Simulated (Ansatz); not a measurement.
HfS2: band-structure calculation

HfS2 (P-3m1, 3 atoms in the cell), computed with DFT, PBE, plane waves, PAW, no spin polarisation (Ansatz 0.2.0).

The structure was built on a prototype by a generator. The geometry comes from this level: r2scan-rvv10 (a point of a series of strains). It belongs to a series of runs on one base structure; here: uniaxial_z strain -1.0%. Figures and captions count atoms from 1; the log counts them from 0 in places.

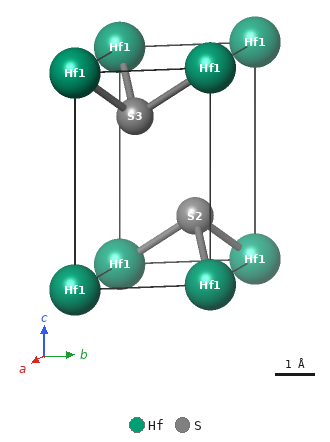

Figure 1. The input geometry (ball-and-stick view of the cell of the calculation, seen slightly off an axis; atoms are numbered from 1 in the order of the input). An atom can appear more than once, as a periodic image. Near neighbours in the periodic cell (some may lie outside the picture): Hf has 6 S at 2.54 Å; S has 3 Hf at 2.54 Å.

## Input
```yaml
crystal:
  lattice:
    - [3.6302959585, 0.0, 0.0]
    - [-1.8151479792, 3.1439285233, 0.0]
    - [0.0, 0.0, 5.8195745691]
  atoms:
    - { symbol: Hf, position: [0.0, 0.0, 0.0] }
    - { symbol: S, position: [0.3333333333, 0.6666666667, 0.2467523507] }
    - { symbol: S, position: [0.6666666667, 0.3333333333, 0.7532476493] }
kpoints:
  mp_grid: { grid: [12, 12, 4] }
  band_path:
    path:
      - [0.0, 0.0, 0.0]
      - [0.5, 0.0, 0.0]
      - [0.3333333333, 0.3333333333, 0.0]
      - [0.0, 0.0, 0.5]
      - [0.5, 0.0, 0.5]
      - [0.3333333333, 0.3333333333, 0.5]
      - [0.0, 0.25, 0.25]
      - [-0.078125, 0.036458, 0.0]
      - [0.0, 0.5, 0.5]
    npoints: 1
hamiltonian:
  xc: pbe
scf:
  occupations: { method: fermi_dirac, width: 0.02 }
  n_extra_bands: 4
output:
  forces: true
  stress: true
  eigenvalues: true
  write_density: true
  write_potential: true
  elf: true
  volumetric_format: npy
```

Hardware: 2 threads of AMD EPYC (Zen 3), 144 GiB of memory available, shared host.

Run as:
```bash
ansatz run input.yaml --threads 2 --pin off --max-ram 20275MiB --backend cpu --events-out ev --progress --plain --runs-dir out
```

## Output
```
scf.n_extra_bands = 4 over 19 filled bands (N_el = 38.0): the run solves 23 bands
Engine: ansatz 0.2.0, x86_64-unknown-linux-gnu
Pseudopotentials: kind: paw
Pseudopotential: Hf, paw, valence charge 26, recommended cutoff 420 eV (normal), Hf.paw.azcp
Pseudopotential: S, paw, valence charge 6, recommended cutoff 420 eV (normal), S.paw.azcp
Functional definition: PBE
  parameter kappa = 0.804
  parameter beta = 0.06672455060314922
  exchange = pbe_x(kappa = kappa, mu = beta*pi^2/3)
  correlation = pbe_c(beta = beta)
Crystal: 3 atoms, lattice volume = 66.421 Å³
Basis set: ecut = 420 eV, 1279 PW (Γ), exchange–correlation on 50×50×80 points (8 copies of the dense FFT grid, shifted against one another)
Bands: 23, of which v1, the nominal top of the filled ones, is band 19 counted from 1 (18 counted from 0)
Symmetry: 12 space group operations
Space group: P-3m1 (ITA 164), of the structure as read, at distance tolerance 4.0e-5 Å
k-points: 69 of 576
Non-local potential: Hf, projectors of the file, l = 0: 3, l = 1: 2, l = 2: 2, l = 3: 3
Non-local potential: S, projectors of the file, l = 0: 2, l = 1: 2, l = 2: 2
PAW form: soft (Blöchl's): semilocal exchange-correlation on the pseudo side does not see the compensation charge
PAW one-centre angular grid: Hf, 590 points (default); XC on 64 Gauss nodes
PAW one-centre angular grid: S, 110 points (default); XC on 64 Gauss nodes
Initial density: superposition of atomic densities (neutral atoms: chi_scale 0, normalization atom), corrected by the library's trained network
Initial wavefunctions: pseudopotential atomic-orbital guess
Functional: x = pbe(κ = 0.804, μ = 0.2195149727645171), c = pbe(β = 0.06672455060314922)
SCF iter   1: F=—  HF=-17530.161303 eV  |F-HF|=—  |Δ(HF+E_count)|=         —  Δρ=1.44e-3  dr2=6.82e-4  ethr=1.77e-3  ⟨swp⟩=6.0  Hψ=6769  notcnv=0
preconditioner: auto → Resta (q_TF=auto, 2.486 Å⁻¹)  ε∞=5.5  [insulator: Δε(μ)=0.981 eV  Ē_g=11.742 eV  σ=0.020 eV  W_gap=1.00  n_scr=22 (ndim 8)  ℏωp=25.0 eV  f_vac=0.061  D(μ)=0.00/eV (n_scr^D=0)  ε∞_Penn≈5.5]
SCF iter   2: F=—  HF=-17530.160888 eV  |F-HF|=—  |Δ(HF+E_count)|=   4.16e-4  Δρ=8.53e-4  dr2=2.60e-4  ethr=1.80e-6  ⟨swp⟩=2.7  Hψ=3568  notcnv=0
SCF iter   3: F=—  HF=-17530.161216 eV  |F-HF|=—  |Δ(HF+E_count)|=   3.28e-4  Δρ=1.66e-4  dr2=5.03e-5  ethr=6.83e-7  ⟨swp⟩=2.0  Hψ=2715  notcnv=0
SCF iter   4: F=—  HF=-17530.161280 eV  |F-HF|=—  |Δ(HF+E_count)|=   6.41e-5  Δρ=9.52e-5  dr2=1.68e-5  ethr=1.32e-7  ⟨swp⟩=2.8  Hψ=3267  notcnv=0
SCF iter   5: F=—  HF=-17530.161285 eV  |F-HF|=—  |Δ(HF+E_count)|=   4.65e-6  Δρ=7.06e-5  dr2=5.51e-6  ethr=4.41e-8  ⟨swp⟩=2.0  Hψ=2562  notcnv=0
SCF iter   6: F=—  HF=-17530.161284 eV  |F-HF|=—  |Δ(HF+E_count)|=   5.29e-7  Δρ=1.73e-5  dr2=2.56e-7  ethr=1.45e-8  ⟨swp⟩=2.0  Hψ=2598  notcnv=0
SCF iter   7: F=-17530.161285 eV  HF=-17530.161285 eV  |F-HF|=1.91e-8  |Δ(HF+E_count)|=   5.86e-7  Δρ=5.97e-6  dr2=3.69e-8  ethr=2.63e-10  ⟨swp⟩=9.4  Hψ=11685  notcnv=0
SCF 1 converged in 7 iterations: F = -17530.161285 eV  dr2 = 3.69e-8
  greatest PAW one-centre occupation: 0.999 electrons in one spin orbital (limit 2), on the Hf atom at site 0 (counted from 0), in its partial waves of l = 0
```

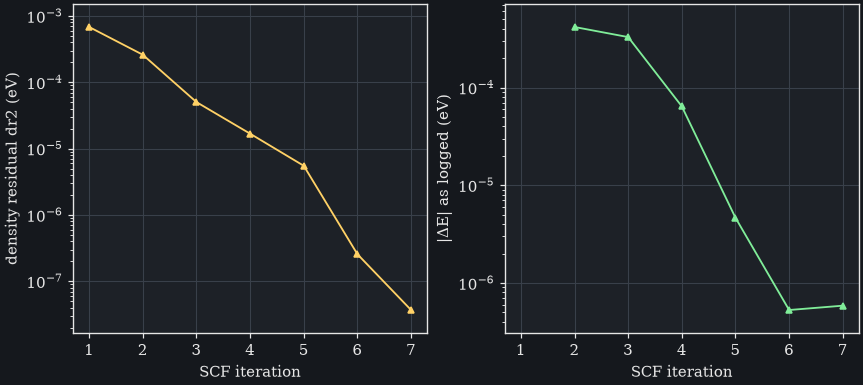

Figure 2. Convergence of the self-consistent field: density residual dr2 and size of the energy change against the SCF iteration. The residual falls at every step.

```
NSCF: frozen V_eff on 9 k-points
SCF converged after 7 iterations
Free energy (F): -17530.161285 eV
Harris-Foulkes:  -17530.161285 eV  (|F-HF|=1.91e-8)
Internal energy: -17530.161285 eV  (E = F + TS)
E sigma→0 (E₀):  -17530.161285 eV
Fermi energy:    9.766014 eV
--- Per-component energies (eV) ---
  E_band       = -203.949314
  E_kinetic    = 634.873591
  E_local      = -8126.432995  (includes V_loc(G=0)·N_el)
  E_nonlocal   = -1186.810968
  E_hartree    = 3750.221770
  E_xc         = -494.307527
  E_vxc        = -441.075025  (∫ρ·V_xc dr)
  E_paw        = -8127.471255  (= ΣΔE_a)
  E_vpaw       = 1415.058046  (= ΣTr[D̂ρ^β])
  E_aug_tail   = 0.000002  (compensation charges beyond the density's cutoff)
  E_ewald      = -3980.233902
  E_smearing   = -0.000000  (= −TS)
  E_closure    = 0.000000  (closes the sum)
  Σ components = -17530.161285   (vs F -17530.161285, Δ=0.00e0)
--- Forces (eV/Å), atoms counted from 1 ---
  atom   1  Hf     0.00000000     0.00000000     0.00000000
  atom   2  S      0.00000000     0.00000000     0.12803231
  atom   3  S     -0.00000000    -0.00000000    -0.12803231
  max |Σ_I F_I| component: 9.25e-18 eV/Å
--- Stress (GPa, compression-positive) ---
        1.938962       0.000000      -0.000000
        0.000000       1.938962      -0.000000
       -0.000000      -0.000000       3.108511
  P = ⅓ Tr σ = 2.3288 GPa (23.288 kbar)
--- Band table (eV; the first three rows and the last of 69) ---
  k-point 0: bands = ["-52.8236", "-21.5144", "-21.4001", "-21.4001", "-3.9802", "-2.9487", "-2.7814", "-2.7625", "-2.7625", "-2.7541", "-2.7541", "-2.7406", "-2.0186", "4.3705", "6.3426", "6.3426", "9.0935", "9.0935", "9.2620", "11.1393", "11.1393", "11.7942", "14.5661"]
  k-point 1: bands = ["-52.8236", "-21.5146", "-21.4001", "-21.4001", "-3.8691", "-2.9828", "-2.7814", "-2.7625", "-2.7625", "-2.7541", "-2.7541", "-2.7406", "-2.1878", "4.8492", "6.3649", "6.3649", "8.3570", "9.0179", "9.0179", "11.1149", "11.1149", "11.9759", "14.7926"]
  k-point 2: bands = ["-52.8236", "-21.5147", "-21.4001", "-21.4001", "-3.7220", "-3.0504", "-2.7814", "-2.7625", "-2.7625", "-2.7540", "-2.7540", "-2.7406", "-2.3538", "5.5764", "6.3879", "6.3879", "7.3367", "8.9441", "8.9441", "11.0901", "11.0901", "12.0492", "15.0450"]
  k-point 68: bands = ["-52.8163", "-21.5354", "-21.5354", "-21.4711", "-2.8666", "-2.8666", "-2.7697", "-2.7668", "-2.7620", "-2.7620", "-2.7458", "-2.2621", "-2.2621", "5.4200", "5.4200", "5.4432", "6.9399", "7.3784", "7.3784", "11.9379", "12.5146", "12.5146", "15.4501"]
```

## File bands.tsv
```
# k_distance	band_0	band_1	band_2	band_3	band_4	band_5	band_6	band_7	band_8	band_9	band_10	band_11	band_12	band_13	band_14	band_15	band_16	band_17	band_18	band_19	band_20	band_21	band_22
# fermi_ev = 9.766014
# lock_threshold_ev = 1e-6
# [0, 0, 0] at k_distance = 0.000000
# [0.5, 0, 0] at k_distance = 0.999257
# [0.3333333333, 0.3333333333, 0] at k_distance = 1.576178
# [0, 0, 0.5] at k_distance = 2.850059
# [0.5, 0, 0.5] at k_distance = 3.849316
# [0.3333333333, 0.3333333333, 0.5] at k_distance = 4.426237
# [0, 0.25, 0.25] at k_distance = 5.235756
# [-0.078125, 0.036458, 0] at k_distance = 5.823970
# [0, 0.5, 0.5] at k_distance = 6.972293
# levels_relative_to = fermi_ev
# free_energy_ev = -17530.161285
# largest_residual_norms_ev = 9.796e-4 3.804e-4 5.995e-4 3.960e-4 7.459e-4 1.091e-3 1.325e-3 2.210e-3 1.289e-3 1.283e-3 1.496e-3 1.247e-3 2.027e-3 1.438e-3 1.790e-3 1.807e-3 1.392e-3 1.666e-3 1.727e-3 6.143e-4 8.716e-4 8.124e-4 1.408e-3
0.000000	-62.589598	-31.280447	-31.166109	-31.166109	-13.746234	-12.714757	-12.547391	-12.528495	-12.528495	-12.520091	-12.520091	-12.506598	-11.784653	-5.395480	-3.423380	-3.423380	-0.672555	-0.672555	-0.503996	1.373282	1.373282	2.028233	4.800073
0.999257	-62.583108	-31.361783	-31.241399	-31.210549	-12.694037	-12.536824	-12.533143	-12.531360	-12.520939	-12.513933	-12.511587	-12.441470	-11.869660	-5.477738	-3.440066	-3.119150	-3.086578	-2.582033	-1.954660	0.622453	3.438052	3.457503	5.707780
1.576178	-62.582295	-31.301408	-31.301408	-31.236940	-12.632712	-12.632712	-12.535713	-12.532862	-12.528160	-12.528160	-12.511833	-12.025954	-12.025954	-4.664055	-4.140541	-4.140541	-2.760146	-2.760146	-2.224421	1.957091	3.110019	3.110019	5.071069
2.850059	-62.589598	-31.280731	-31.166100	-31.166100	-13.488002	-12.816405	-12.547418	-12.528535	-12.528535	-12.520038	-12.520038	-12.506591	-12.119804	-4.189647	-3.378084	-3.378084	-2.429268	-0.821921	-0.821921	1.324061	1.324061	2.283202	5.279028
3.849316	-62.583107	-31.361734	-31.241551	-31.210533	-12.675072	-12.536871	-12.534139	-12.532743	-12.531355	-12.520840	-12.513935	-12.511598	-11.762070	-5.605520	-4.119398	-3.262681	-2.944717	-1.670227	-1.438227	0.484451	3.420653	3.503566	5.106781
4.426237	-62.582295	-31.301377	-31.301377	-31.237086	-12.632663	-12.632663	-12.535762	-12.532836	-12.528021	-12.528021	-12.511840	-12.028121	-12.028121	-4.346020	-4.346020	-4.322829	-2.826087	-2.387618	-2.387618	2.171879	2.748590	2.748590	5.684101
5.235756	-62.586354	-31.266919	-31.259286	-31.188387	-13.079115	-12.687488	-12.542095	-12.526496	-12.522663	-12.521567	-12.516812	-12.473361	-12.005237	-4.724530	-3.783385	-3.204382	-3.195090	-1.535013	-0.920433	0.954322	2.628438	3.240495	4.436887
5.823970	-62.589309	-31.278733	-31.174989	-31.168133	-13.694082	-12.710950	-12.546918	-12.527873	-12.526386	-12.520579	-12.520213	-12.507649	-11.798210	-5.328221	-3.485242	-3.393885	-1.035273	-0.826057	-0.497022	1.448367	1.506122	2.110335	4.528038
6.972293	-62.583107	-31.361734	-31.241551	-31.210533	-12.675072	-12.536871	-12.534139	-12.532743	-12.531355	-12.520840	-12.513935	-12.511598	-11.762070	-5.605520	-4.119398	-3.262681	-2.944717	-1.670227	-1.438227	0.484451	3.420653	3.503566	5.106781
```

## File v_z.tsv
```
# z_ang	v_es[eV]	v_tot[eV]
# format = ansatz-planar-average/11
# xc	pbe
# density_cutoff_ev	1680
# datasets	Hf=:simpson_from_first_knot:soft	S=:simpson_from_first_knot:soft
# lattice	3.630295958	-0.000000000	0.000000000
# lattice	-1.815147979	3.143928523	0.000000000
# lattice	0.000000000	0.000000000	5.819574569
# sites	3
# site	72	0.000000000	0.000000000	0.000000000
# site	16	0.000000000	2.095952349	1.435993705
# site	16	1.815147979	1.047976174	4.383580864
0.000000	-8.221074e-1	-1.385458e1
0.145489	-6.513835e-1	-1.354722e1
0.290979	-1.210846e-1	-1.266071e1
0.436468	7.847696e-1	-1.133036e1
0.581957	1.893346e0	-9.864919e0
0.727447	2.714144e0	-8.770242e0
0.872936	3.010448e0	-8.246310e0
1.018426	3.056064e0	-8.125429e0
1.163915	3.242821e0	-8.035960e0
1.309404	3.652511e0	-7.709697e0
1.454894	4.195033e0	-7.047517e0
1.600383	4.890354e0	-5.948779e0
1.745872	5.882749e0	-4.316617e0
1.891362	7.399669e0	-2.059413e0
2.036851	9.419327e0	7.005965e-1
2.182340	1.144428e1	3.511898e0
2.327830	1.292291e1	5.801932e0
2.473319	1.379931e1	7.442939e0
2.618809	1.431043e1	8.592914e0
2.764298	1.458044e1	9.267952e0
2.909787	1.466452e1	9.485128e0
3.055277	1.458044e1	9.267952e0
3.200766	1.431043e1	8.592914e0
3.346255	1.379931e1	7.442939e0
3.491745	1.292291e1	5.801932e0
3.637234	1.144428e1	3.511898e0
3.782723	9.419327e0	7.005965e-1
3.928213	7.399669e0	-2.059413e0
4.073702	5.882749e0	-4.316617e0
4.219192	4.890354e0	-5.948779e0
4.364681	4.195033e0	-7.047517e0
4.510170	3.652511e0	-7.709697e0
4.655660	3.242821e0	-8.035960e0
4.801149	3.056064e0	-8.125429e0
4.946638	3.010448e0	-8.246310e0
5.092128	2.714144e0	-8.770242e0
5.237617	1.893346e0	-9.864919e0
5.383106	7.847696e-1	-1.133036e1
5.528596	-1.210846e-1	-1.266071e1
5.674085	-6.513835e-1	-1.354722e1
```

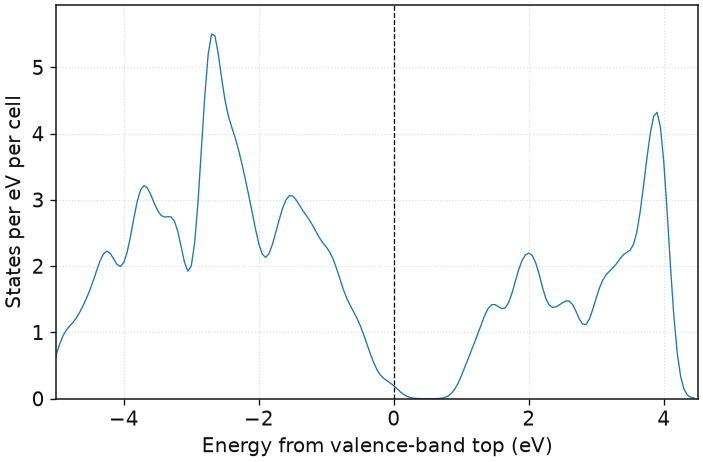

Figure 3. Density of states (the curve is built from the levels of the k mesh with Gaussians 0.3 eV wide, which also blur the band edges), with energies from the valence-band top. There is a gap of 0.98 eV on the k-point mesh. Small ripples come from the finite k-point mesh.

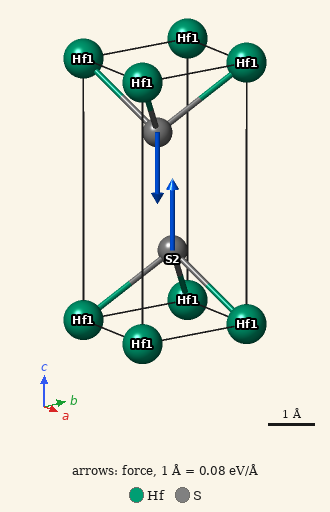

Figure 4. Forces on the atoms as blue arrows (ball-and-stick view of the cell of the calculation, seen slightly off an axis; atoms are numbered from 1 in the order of the input). The largest act on S2, S3 (0.13 eV/Å). The geometry is not a stationary point of this energy.

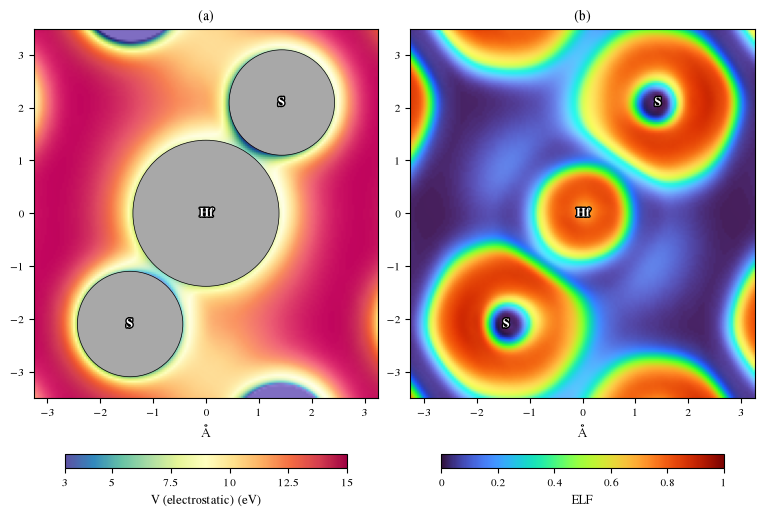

Figure 5. (a) electrostatic potential energy of an electron; (b) electron localisation function on the (110) plane of the conventional cell. Grey discs, where drawn, cover atomic cores. The section cuts through Hf and S sites. Hf–S (2.54 Å): the ELF is about 0.40 at the midpoint. The strong features right at Hf lie inside the PAW spheres (semicore, d or f shells) and say nothing about bonding. Outside the cores the potential energy rises away from the atoms and is highest about 2.2 Å from the nearest atoms; outside the discs it spans about 11 eV, and its zero is arbitrary. The fields are those of the smooth PAW valence density.

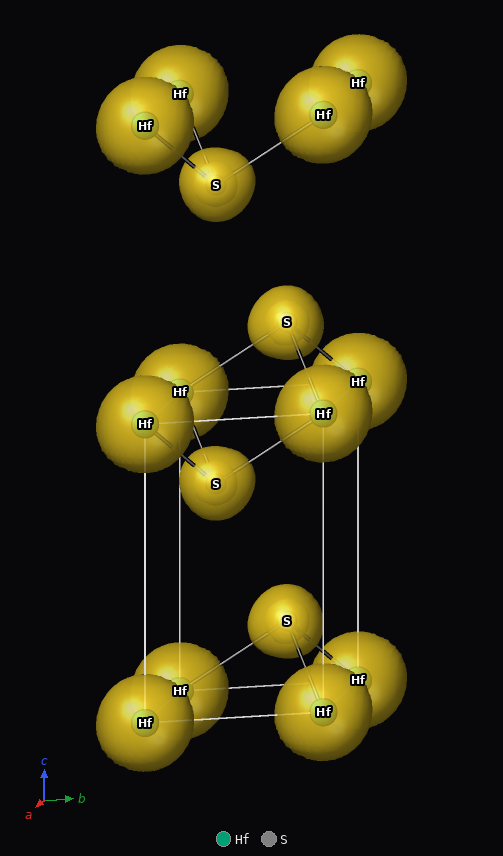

Figure 6. Isosurface of the valence charge density (pseudo) at 1 e/Å³ (yellow), seen slightly off an axis. Sticks mark near contacts. The outline is the cell set on symmetry axes. At this value the density breaks into separate islands; it holds about 65 % of the electrons treated as valence (semicore included). It is pinched off along the Hf–S (2.54 Å) contacts. On the grid the lowest density along these lines, outside the cores, is 0.46 e/Å³ (Hf–S, 2.54 Å).

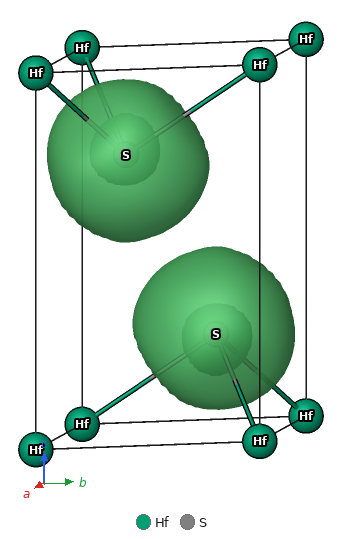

Figure 7. Isosurface of the electron localisation function at 0.7 (green), seen slightly off an axis. Core shells and regions of very low density are left out. Sticks mark near contacts. The outline is the cell set on symmetry axes. Values along the shortest contacts: Hf–S (2.54 Å): the ELF is about 0.40 at the midpoint.

## Results in brief

- outcome: converged
- space group (tolerance 0.01 Å): P-3m1 (164)
- electrons treated: 38
- free energy: −17530.1613 eV
- Fermi energy: 9.766 eV
- gap on the k-point mesh: 0.98 eV
- pressure: 2.33 GPa
- largest force (length of the vector): 0.128 eV/Å
- wall time: 2.5 s (CPU time 4.7 s)
- peak memory: 0.61 GiB

Spin–orbit coupling is left out, which matters for Hf.
